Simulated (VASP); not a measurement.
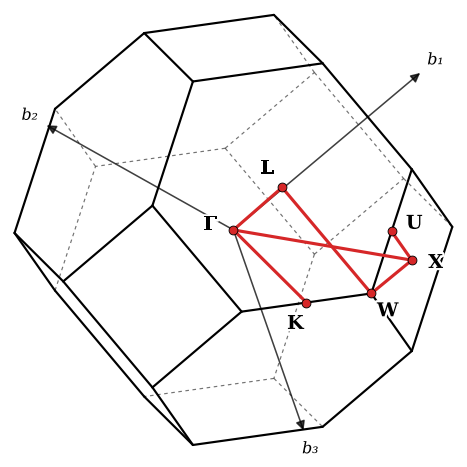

The figure shows the first Brillouin zone with its special points and a band path. Crystal: HfO₂, the geometry relaxed with VASP Kohn-Sham DFT of a periodic cell, PBE with D3(BJ), VASP PAW PBE potentials, recommended in VASP. The drawing is computed from the coordinates (standard cell, symmetry found to 0.002 Å).

Labels and path follow the convention of Hinuma et al. (2017), as computed by seekpath; the arrows show the directions of the reciprocal primitive vectors b₁, b₂, b₃.

What lattice type do the shape and the labels point to?

Answer. A face-centred cubic lattice (cF; extended symbol cF2). The zone is a truncated octahedron in its combinatorial type: 14 faces (6 with 4 edges, 8 with 6 edges), 36 edges, 24 vertices.

Write the standard path through the labelled points.

Answer. Γ–X–U | K–Γ–L–W–X
